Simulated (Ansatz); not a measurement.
# Run report: HfO2, geometry relaxation

HfO2 (P4₂/mnm, 12 atoms in the cell), computed with DFT r2SCAN, scalar-relativistic, plane waves, PAW, no spin polarisation (Ansatz 0.2.0).

The structure derives from a Materials Project entry. It belongs to a series of runs on one base structure; here: 4 of 4 Ti sites taken by Hf, cell and atoms relaxed.

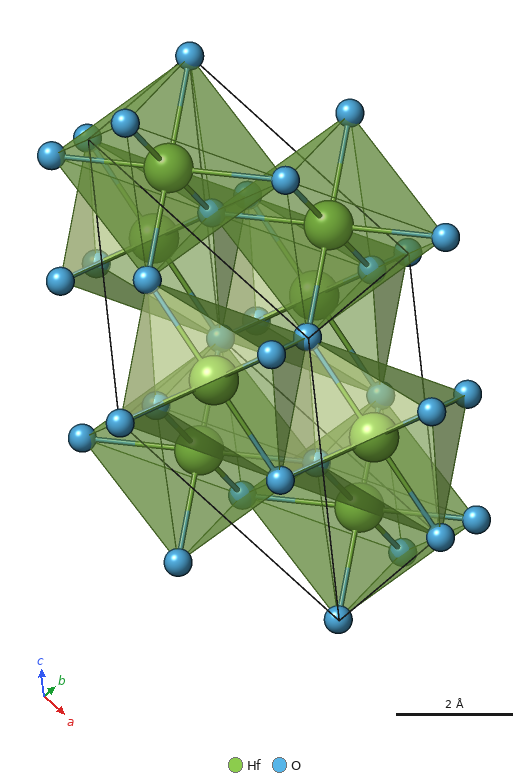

Figure 1. The structure as given in the input (polyhedral view of the cell of the calculation, seen slightly off an axis; polyhedra are completed across the faces of the cell). An atom can appear more than once, as a periodic image.

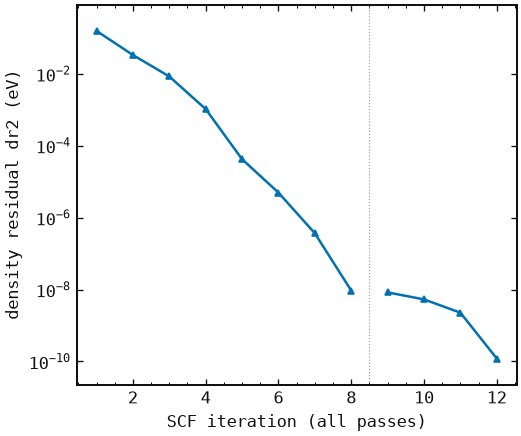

Figure 2. Convergence of the self-consistent field: density residual dr2 against the SCF iteration. The dotted lines part the SCF passes of the relaxation: geometry steps, rejected trials and re-solves on a re-selected basis. The passes take 8 and 4 iterations.

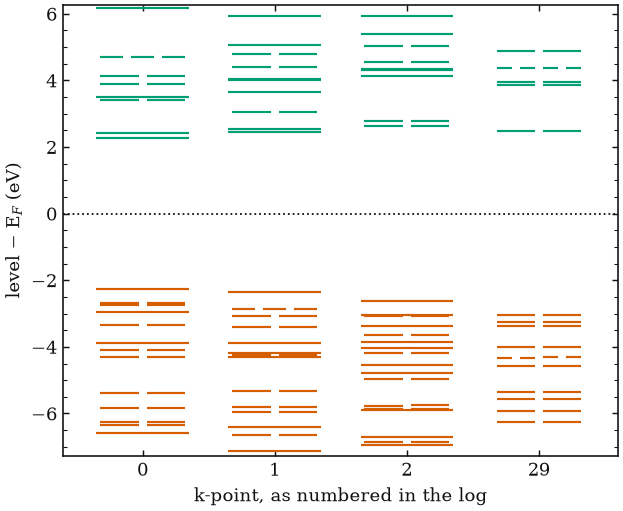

Figure 3. Kohn–Sham levels near the Fermi level (dotted) at the few k-points that the log prints; levels within 0.02 eV of each other stand side by side. Among these points the highest filled and lowest empty levels are 4.53 eV apart, which is the gap on the mesh.

The input and output of the run follow.

### Input
```yaml
crystal:
  lattice:
    - [-4.838569659, 0.0, 3.220502233]
    - [4.838569659, 0.0, 3.220502233]
    - [0.0, 4.838569659, -3.220502233]
  atoms:
    - { symbol: Hf, position: [0.0, 0.5, 0.5] }
    - { symbol: Hf, position: [0.5, 0.0, 0.5] }
    - { symbol: Hf, position: [0.25, 0.25, 0.0] }
    - { symbol: Hf, position: [0.75, 0.75, 0.0] }
    - { symbol: O, position: [0.25, 0.9448832834, 0.6948832834] }
    - { symbol: O, position: [0.75, 0.4448832834, 0.6948832834] }
    - { symbol: O, position: [0.6948832834, 0.5, 0.1948832834] }
    - { symbol: O, position: [0.1948832834, 0.0, 0.1948832834] }
    - { symbol: O, position: [0.3051167166, 0.5, 0.8051167166] }
    - { symbol: O, position: [0.8051167166, 0.0, 0.8051167166] }
    - { symbol: O, position: [0.25, 0.5551167166, 0.3051167166] }
    - { symbol: O, position: [0.75, 0.0551167166, 0.3051167166] }
basis:
  ecutwfc: 500
kpoints:
  mp_grid: { grid: [6, 6, 6] }
hamiltonian:
  xc: r2scan
scf:
  occupations: { method: gaussian, width: 0.02 }
output:
  forces: true
  stress: true
  eigenvalues: true
relax:
  adjacent_minimum: "off"
  f_tol: 0.015
  max_steps: 60
  cell: { stress_tol: 0.15 }
```

Command:
```bash
ansatz run input.yaml --threads 2 --pin off --max-ram 5120MiB --backend cpu --events-out ev --progress --plain --runs-dir out
```

### The program's output
```
Engine: ansatz 0.2.0, x86_64-unknown-linux-gnu
Pseudopotentials: kind: paw
Pseudopotential: Hf, paw, valence charge 26, recommended cutoff 500 eV (meta_gga), Hf.paw.azcp
Pseudopotential: O, paw, valence charge 6, recommended cutoff 500 eV (meta_gga), O.paw.azcp
Functional definition: r2SCAN
  parameter k0 = 0.174
  parameter k1 = 0.065
  parameter a1 = 4.9479
  exchange = r2scan_x(k0 = k0, k1 = k1, a1 = a1)
  correlation = r2scan_c
Crystal: 12 atoms, lattice volume = 150.795 Å³
Basis set: ecut = 500 eV, 3875 PW (Γ), exchange–correlation on 180×180×180 points (64 copies of the dense FFT grid, shifted against one another)
Bands: 92, of which v1, the nominal top of the filled ones, is band 76 counted from 1 (75 counted from 0)
Symmetry: 32 space group operations
Space group: P42/mnm (ITA 136), of the structure as read, at distance tolerance 5.3e-5 Å
k-points: 30 of 216
Non-local potential: Hf, projectors of the file, l = 0: 3, l = 1: 2, l = 2: 2, l = 3: 3
Non-local potential: O, projectors of the file, l = 0: 2, l = 1: 2, l = 2: 1
PAW form: soft (Blöchl's): semilocal exchange-correlation on the pseudo side does not see the compensation charge
PAW frozen core: Hf, regenerated for the run's functional (the file was generated under x = pbe(κ = 0.804, μ = 0.2195149727645171), c = pbe(β = 0.06672455060314922))
PAW frozen core: O, regenerated for the run's functional (the file was generated under x = pbe(κ = 0.804, μ = 0.2195149727645171), c = pbe(β = 0.06672455060314922))
PAW one-centre angular grid: Hf, 974 points (default); XC on 160 Gauss nodes
PAW one-centre angular grid: O, 302 points (default); XC on 160 Gauss nodes
Initial density: superposition of atomic densities (neutral atoms: chi_scale 0, normalization atom), corrected by the library's trained network
Initial wavefunctions: pseudopotential atomic-orbital guess
Functional: x = r2scan, c = r2scan; τ floored in thin density (d = 2e-4 eV/Å³)
SCF iter   1: F=—  HF=-67505.129247 eV  |F-HF|=—  |Δ(HF+E_count)|=         —  Δρ=1.09e-2  dr2=1.57e-1  dr2_τ=8.06e-1  ethr=1.77e-3  ⟨swp⟩=5.9  Hψ=8661  notcnv=0  defer=86
preconditioner: auto → Resta (q_TF=auto, 2.732 Å⁻¹)  ε∞=4.7  [insulator: Δε(μ)=4.689 eV  Ē_g=18.993 eV  σ=0.020 eV  W_gap=1.00  n_scr=54 (ndim 8)  ℏωp=36.3 eV  f_vac=0.089  D(μ)=0.00/eV (n_scr^D=0)  ε∞_Penn≈4.7]
SCF iter   2: F=—  HF=-67505.245279 eV  |F-HF|=—  |Δ(HF+E_count)|=   1.16e-1  Δρ=5.38e-3  dr2=3.35e-2  dr2_τ=6.09e-3  ethr=1.03e-4  ⟨swp⟩=2.0  Hψ=5631  notcnv=0  defer=309
SCF iter   3: F=—  HF=-67505.243082 eV  |F-HF|=—  |Δ(HF+E_count)|=   2.20e-3  Δρ=3.41e-3  dr2=8.47e-3  dr2_τ=1.57e-3  ethr=2.20e-5  ⟨swp⟩=2.0  Hψ=4182  notcnv=0  defer=309
SCF iter   4: F=—  HF=-67505.243086 eV  |F-HF|=—  |Δ(HF+E_count)|=   3.92e-6  Δρ=8.25e-4  dr2=1.05e-3  dr2_τ=1.94e-4  ethr=5.57e-6  ⟨swp⟩=2.0  Hψ=3367  notcnv=0  defer=309
SCF iter   5: F=—  HF=-67505.243044 eV  |F-HF|=—  |Δ(HF+E_count)|=   4.24e-5  Δρ=2.19e-4  dr2=4.22e-5  dr2_τ=6.11e-6  ethr=6.89e-7  ⟨swp⟩=2.0  Hψ=4565  notcnv=0  defer=309
SCF iter   6: F=—  HF=-67505.243243 eV  |F-HF|=—  |Δ(HF+E_count)|=   2.00e-4  Δρ=6.29e-5  dr2=4.97e-6  dr2_τ=6.50e-7  ethr=2.78e-8  ⟨swp⟩=2.0  Hψ=3217  notcnv=0  defer=309
SCF iter   7: F=—  HF=-67505.243243 eV  |F-HF|=—  |Δ(HF+E_count)|=   2.78e-7  Δρ=1.40e-5  dr2=3.67e-7  dr2_τ=2.71e-8  ethr=3.27e-9  ⟨swp⟩=2.0  Hψ=4251  notcnv=0  defer=309
SCF iter   8: F=-67505.243243 eV  HF=-67505.243243 eV  |F-HF|=3.00e-9  |Δ(HF+E_count)|=   1.43e-8  Δρ=2.09e-6  dr2=9.32e-9  dr2_τ=9.01e-10  ethr=6.58e-11  ⟨swp⟩=9.9  Hψ=12020  notcnv=0
SCF 1 converged in 8 iterations: F = -67505.243243 eV  dr2 = 9.32e-9
  greatest PAW one-centre occupation: 0.999 electrons in one spin orbital (limit 2), on the Hf atom at site 3 (counted from 0), in its partial waves of l = 3
relax step   1: F+E_penalty+E_count = -67505.24324304 eV  Δ(F+E_penalty+E_count) = +0.000e0 eV  max|allowed force component| = 3.730e-3 eV/Å  Δτ_max = 0.0000 Å  P = -0.042 GPa  Ω = 150.795 Å³  (8 SCF iters, dr2 threshold 1.00e-7 eV, accepted)
Initial density: handed on by an earlier stage of this run
Initial wavefunctions: pseudopotential atomic-orbital guess (no wavefunctions were taken with the density)
iter 1 solved again at ethr=6.02e-8 eV; its pass at ethr=3.10e-3 eV (dr2=9.15e-5 eV) is discarded
SCF iter   1: F=—  HF=-67505.243080 eV  |F-HF|=—  |Δ(HF+E_count)|=         —  Δρ=2.00e-6  dr2=8.35e-9  dr2_τ=9.38e-10  ethr=6.02e-8  ⟨swp⟩=3.7  Hψ=16982  notcnv=0
eigensolver tolerance schedule: the retry pair's looser diagonalisation over-reported the residual by 10965.97 of it (diagonalisation noise at 0.27 of the residual, at the tolerance the schedule requests for it); recorded, not acted on — ethr = c·dr2/N_el stays at c = 1.0e-1
preconditioner: auto → Resta (q_TF=auto, 2.732 Å⁻¹)  ε∞=4.7  [insulator: Δε(μ)=4.533 eV  Ē_g=18.808 eV  σ=0.020 eV  W_gap=1.00  n_scr=54 (ndim 8)  ℏωp=36.3 eV  f_vac=0.096  D(μ)=0.00/eV (n_scr^D=0)  ε∞_Penn≈4.7]
SCF iter   2: F=—  HF=-67505.243243 eV  |F-HF|=—  |Δ(HF+E_count)|=   1.63e-4  Δρ=1.71e-6  dr2=5.32e-9  dr2_τ=2.65e-10  ethr=5.49e-12  ⟨swp⟩=3.0  Hψ=6978  notcnv=0
SCF iter   3: F=—  HF=-67505.243243 eV  |F-HF|=—  |Δ(HF+E_count)|=  5.09e-10  Δρ=9.87e-7  dr2=2.27e-9  dr2_τ=5.59e-11  ethr=3.50e-12  ⟨swp⟩=2.0  Hψ=3581  notcnv=0
SCF iter   4: F=-67505.243243 eV  HF=-67505.243243 eV  |F-HF|=1.16e-10  |Δ(HF+E_count)|=  5.68e-10  Δρ=3.21e-7  dr2=1.20e-10  dr2_τ=3.65e-11  ethr=1.00e-12  ⟨swp⟩=3.4  Hψ=9964  notcnv=0
SCF 2 converged in 4 iterations: F = -67505.243243 eV  dr2 = 1.20e-10
  greatest PAW one-centre occupation: 0.999 electrons in one spin orbital (limit 2), on the Hf atom at site 1 (counted from 0), in its partial waves of l = 3
relax step   2: F+E_penalty+E_count = -67505.24324305 eV  Δ(F+E_penalty+E_count) = -3.478e-9 eV  max|allowed force component| = 3.717e-3 eV/Å  Δτ_max = 0.0000 Å  P = -0.043 GPa  Ω = 150.795 Å³  stress off target by 4.54e-2 GPa  SCF on the basis re-selected at this cell (its energy is not comparable with the rows above)  (4 SCF iters)
basis re-selected at this cell: Δ(F+E_penalty+E_count) = -3.478e-9 eV, ΔP = -0.000 GPa vs the last step (what re-selecting the basis moved, of the pressure what is left beyond the Pulay correction that the steps carried, after the strain that the cell walked since its last selection, with what the two solves' SCF thresholds leave and, on support functions, any second-order correction that the steps lacked; it is no measure of the basis error at this ecutwfc). This SCF's stress stands 4.54e-2 GPa from its target on what of the cell is left free (relax.cell.stress_tol is 1.50e-1 GPa) and its largest allowed force component is 3.72e-3 eV/Å (relax.f_tol is 1.50e-2 eV/Å): within both
SCF converged after 4 iterations
Free energy (F): -67505.243243 eV
Harris-Foulkes:  -67505.243243 eV  (|F-HF|=1.16e-10)
Internal energy: -67505.243243 eV  (E = F + TS)
E sigma→0 (E₀):  -67505.243243 eV
Fermi energy:    14.276544 eV
--- Per-component energies (eV) ---
  E_band       = -364.702067
  E_kinetic    = 3093.457598
  E_local      = -26055.822345  (includes V_loc(G=0)·N_el)
  E_nonlocal   = -4608.057351
  E_hartree    = 11859.423026
  E_xc         = -1721.362093
  E_vxc        = -2018.681039  (∫ρ·V_xc dr)
  E_paw        = -29088.516204  (= ΣΔE_a)
  E_vpaw       = 5393.974278  (= ΣTr[D̂ρ^β])
  E_aug_tail   = 0.008092  (compensation charges beyond the density's cutoff)
  E_vtau       = 111.572253  (kinetic-family band-sum trace: ∫τ·v_τ [+ j·A + Jᵃ·Aᵃ] dr)
  E_ewald      = -20985.404528
  E_core_change = 1.030560  (= ΣΔE_core)
  E_smearing   = -0.000000  (= −TS)
  E_closure    = -0.000000  (closes the sum)
  Σ components = -67505.243243   (vs F -67505.243243, Δ=0.00e0)
--- Forces (eV/Å), atoms counted from 1 ---
  atom   1  Hf     0.00000000     0.00000000     0.00000000
  atom   2  Hf     0.00000000     0.00000000     0.00000000
  atom   3  Hf     0.00000000     0.00000000     0.00000000
  atom   4  Hf     0.00000000     0.00000000     0.00000000
  atom   5  O      0.00371663     0.00371663    -0.00000000
  atom   6  O      0.00371663     0.00371663    -0.00000000
  atom   7  O     -0.00371663     0.00371663     0.00000000
  atom   8  O     -0.00371663     0.00371663     0.00000000
  atom   9  O      0.00371663    -0.00371663    -0.00000000
  atom  10  O      0.00371663    -0.00371663    -0.00000000
  atom  11  O     -0.00371663    -0.00371663    -0.00000000
  atom  12  O     -0.00371663    -0.00371663     0.00000000
  max |Σ_I F_I| component: 1.73e-18 eV/Å
--- Stress (GPa, compression-positive) ---
       -0.045398       0.000000       0.000000
        0.000000      -0.045398      -0.000000
       -0.000000       0.000000      -0.037012
  P = ⅓ Tr σ = -0.0426 GPa (-0.426 kbar)
--- Band table (eV; the first three rows and the last of 30) ---
  k-point 0: bands = ["-49.9407", "-49.9305", "-49.9150", "-49.9150", "-18.4001", "-18.4001", "-18.2403", "-18.2403", "-17.9973", "-17.9973", "-17.9750", "-17.9750", "-17.9286", "-17.9286", "-17.8071", "-17.7465", "-6.5905", "-5.8479", "-5.5038", "-5.5038", "-5.1070", "-5.1070", "-4.7505", "-4.7505", "1.6936", "1.6936", "1.7033", "1.7401", "1.7401", "1.7408", "1.7453", "1.7453", "1.7461", "1.7461", "1.7483", "1.7483", "1.7509", "1.7509", "1.7536", "1.7536", "1.7559", "1.7559", "1.7732", "1.7798", "1.7901", "1.7901", "1.7972", "1.7994", "1.7994", "1.8022", "1.8749", "1.8749", "6.5229", "6.9665", "7.7041", "7.9280", "7.9280", "8.0281", "8.0281", "8.4414", "8.4414", "8.8961", "8.8961", "9.9786", "9.9786", "10.1738", "10.1738", "10.3900", "10.9458", "10.9458", "11.3363", "11.5230", "11.5230", "11.6011", "11.6011", "12.0103", "16.5428", "16.6859", "17.6795", "17.6795", "17.7808", "18.1569", "18.1569", "18.4160", "18.4160", "18.9721", "18.9852", "18.9852", "20.4497", "20.9056", "21.9395", "21.9395"]
  k-point 1: bands = ["-49.9400", "-49.9312", "-49.9150", "-49.9150", "-18.4108", "-18.4108", "-18.2242", "-18.2227", "-17.9858", "-17.9858", "-17.9734", "-17.9734", "-17.9493", "-17.9475", "-17.8030", "-17.7505", "-6.4882", "-5.8034", "-5.6376", "-5.6376", "-4.9681", "-4.9681", "-4.8607", "-4.8172", "1.6981", "1.7006", "1.7064", "1.7339", "1.7339", "1.7396", "1.7454", "1.7454", "1.7458", "1.7460", "1.7489", "1.7489", "1.7501", "1.7501", "1.7526", "1.7526", "1.7593", "1.7593", "1.7736", "1.7790", "1.7790", "1.7794", "1.7958", "1.8009", "1.8184", "1.8184", "1.8528", "1.8578", "6.7517", "7.1438", "7.6374", "7.6374", "7.8720", "8.3286", "8.3286", "8.4604", "8.4699", "8.9514", "8.9514", "9.9680", "10.0194", "10.0194", "10.0987", "10.3857", "10.8754", "10.8754", "11.1888", "11.2062", "11.4079", "11.4079", "11.4133", "11.9178", "16.7285", "16.8220", "17.3386", "17.3386", "17.9446", "18.2899", "18.3113", "18.6810", "18.6810", "19.0619", "19.0619", "19.3383", "20.2257", "21.1095", "21.9307", "21.9307"]
  k-point 2: bands = ["-49.9381", "-49.9330", "-49.9150", "-49.9150", "-18.4306", "-18.4306", "-18.1815", "-18.1773", "-18.0005", "-17.9961", "-17.9753", "-17.9753", "-17.9596", "-17.9596", "-17.7919", "-17.7616", "-6.2112", "-5.8057", "-5.8057", "-5.7247", "-5.1057", "-4.9873", "-4.7900", "-4.7900", "1.7123", "1.7149", "1.7200", "1.7252", "1.7252", "1.7349", "1.7433", "1.7433", "1.7466", "1.7477", "1.7482", "1.7484", "1.7491", "1.7491", "1.7532", "1.7532", "1.7619", "1.7619", "1.7731", "1.7731", "1.7749", "1.7783", "1.7938", "1.7976", "1.8072", "1.8182", "1.8398", "1.8398", "7.3185", "7.4239", "7.4239", "7.5775", "8.3713", "8.4157", "8.4157", "8.5054", "8.5234", "9.3009", "9.3009", "9.5056", "9.7387", "10.0949", "10.0949", "10.2375", "10.4249", "10.6269", "10.6269", "10.9020", "11.2041", "11.2041", "11.2300", "11.6639", "16.9204", "16.9204", "17.0512", "17.0678", "18.4020", "18.5853", "18.6252", "18.8402", "18.8402", "19.3256", "19.3256", "19.6739", "20.2063", "21.6031", "21.8729", "21.8729"]
  k-point 29: bands = ["-49.9355", "-49.9355", "-49.9150", "-49.9150", "-18.4016", "-18.4016", "-18.2601", "-18.2601", "-17.9929", "-17.9929", "-17.9723", "-17.9723", "-17.9167", "-17.9167", "-17.7765", "-17.7765", "-6.1554", "-6.1554", "-5.4494", "-5.4494", "-5.1804", "-5.1804", "-4.8136", "-4.8136", "1.6922", "1.6922", "1.7214", "1.7214", "1.7388", "1.7388", "1.7444", "1.7444", "1.7480", "1.7480", "1.7522", "1.7522", "1.7530", "1.7530", "1.7536", "1.7536", "1.7590", "1.7590", "1.7768", "1.7768", "1.7905", "1.7905", "1.7957", "1.7957", "1.8004", "1.8004", "1.8500", "1.8500", "6.7399", "6.7399", "8.0089", "8.0089", "8.3644", "8.3644", "8.7222", "8.7222", "8.9091", "8.9091", "9.6960", "9.6960", "9.9520", "9.9520", "9.9644", "9.9644", "10.2687", "10.2687", "10.9083", "10.9083", "11.0288", "11.0288", "11.2471", "11.2471", "16.7633", "16.7633", "18.1335", "18.1335", "18.2188", "18.2188", "18.6383", "18.6383", "18.6551", "18.6551", "19.1739", "19.1739", "21.1994", "21.1994", "22.3219", "22.3219"]
--- Relaxed structure (1 steps of the walk, 1 accepted, 1 SCFs on fresh bases) ---
  F+E_penalty+E_count = -67505.24324305 eV   max|allowed force component| = 3.717e-3 eV/Å   (the final SCF, on the basis selected at the relaxed cell)
  cell:  # Å, volume = 150.7952 Å³
    - [-4.838569659, 0.0, 3.220502233]
    - [4.838569659, 0.0, 3.220502233]
    - [0.0, 4.838569659, -3.220502233]
  atoms:
    - { symbol: Hf, position: [0.0, 0.5, 0.5] }
    - { symbol: Hf, position: [0.5, 0.0, 0.5] }
    - { symbol: Hf, position: [0.24999999999999997, 0.24999999999999997, 0.0] }
    - { symbol: Hf, position: [0.7499999999999999, 0.7499999999999999, 0.0] }
    - { symbol: O, position: [0.25, 0.9448832834, 0.6948832834] }
    - { symbol: O, position: [0.75, 0.44488328340000005, 0.6948832834] }
    - { symbol: O, position: [0.6948832834, 0.49999999999999994, 0.1948832834] }
    - { symbol: O, position: [0.1948832834, 0.0, 0.1948832834] }
    - { symbol: O, position: [0.30511671659999995, 0.5, 0.8051167166] }
    - { symbol: O, position: [0.8051167166, 0.0, 0.8051167166] }
    - { symbol: O, position: [0.24999999999999997, 0.5551167166, 0.30511671660000006] }
    - { symbol: O, position: [0.75, 0.055116716600000004, 0.30511671660000006] }
```

### Trajectory as extended XYZ (Å, eV, eV/Å), 2 frames, from step=1 to step=2
```
12
Lattice="-4.8386 0.0000 3.2205 4.8386 0.0000 3.2205 0.0000 4.8386 -3.2205" Properties=species:S:1:pos:R:3:forces:R:3 step=1 energy=-67505.24324 pressure_GPa=-0.04
Hf    2.4193    2.4193    0.0000    0.0000   0.0000   0.0000
Hf   -2.4193    2.4193    0.0000    0.0000   0.0000   0.0000
Hf    0.0000    0.0000    1.6103    0.0000   0.0000   0.0000
Hf    0.0000    0.0000    4.8308    0.0000   0.0000   0.0000
O     3.3622    3.3622    1.6103    0.0037   0.0037   0.0000
O    -1.4763    3.3622    1.6103    0.0037   0.0037   0.0000
O    -0.9430    0.9430    3.2205   -0.0037   0.0037   0.0000
O    -0.9430    0.9430    0.0000   -0.0037   0.0037   0.0000
O     0.9430    3.8956    0.0000    0.0037  -0.0037   0.0000
O    -3.8956    3.8956    0.0000    0.0037  -0.0037   0.0000
O     1.4763    1.4763    1.6103   -0.0037  -0.0037   0.0000
O    -3.3622    1.4763    1.6103   -0.0037  -0.0037   0.0000
12
Lattice="-4.8386 0.0000 3.2205 4.8386 0.0000 3.2205 0.0000 4.8386 -3.2205" Properties=species:S:1:pos:R:3:forces:R:3 step=2 energy=-67505.24324 pressure_GPa=-0.04
Hf    2.4193    2.4193    0.0000    0.0000   0.0000   0.0000
Hf   -2.4193    2.4193    0.0000    0.0000   0.0000   0.0000
Hf    0.0000    0.0000    1.6103    0.0000   0.0000   0.0000
Hf    0.0000    0.0000    4.8308    0.0000   0.0000   0.0000
O     3.3622    3.3622    1.6103    0.0037   0.0037   0.0000
O    -1.4763    3.3622    1.6103    0.0037   0.0037   0.0000
O    -0.9430    0.9430    3.2205   -0.0037   0.0037   0.0000
O    -0.9430    0.9430    0.0000   -0.0037   0.0037   0.0000
O     0.9430    3.8956    0.0000    0.0037  -0.0037   0.0000
O    -3.8956    3.8956    0.0000    0.0037  -0.0037   0.0000
O     1.4763    1.4763    1.6103   -0.0037  -0.0037   0.0000
O    -3.3622    1.4763    1.6103   -0.0037  -0.0037   0.0000
```

### Summary

- outcome: converged
- space group (tolerance 0.01 Å): P4₂/mnm (136)
- electrons treated: 152
- free energy: −67505.2432 eV
- Fermi energy: 14.277 eV
- gap on the k-point mesh: 4.53 eV
- pressure: −0.04 GPa
- final volume: 150.80 Å³
- largest force (length of the vector) at the end: 0.005 eV/Å
- final cell: a = 5.812 Å, b = 5.812 Å, c = 5.812 Å, α = 107.88°, β = 107.88°, γ = 112.71°
- hardware: 2 threads of Intel Xeon (Sapphire Rapids), 32 GiB of memory available, shared host
- wall time: 30 s (CPU time 60 s)
- peak memory: 1.1 GiB

### Notes

Spin–orbit coupling is left out, which matters for Hf.
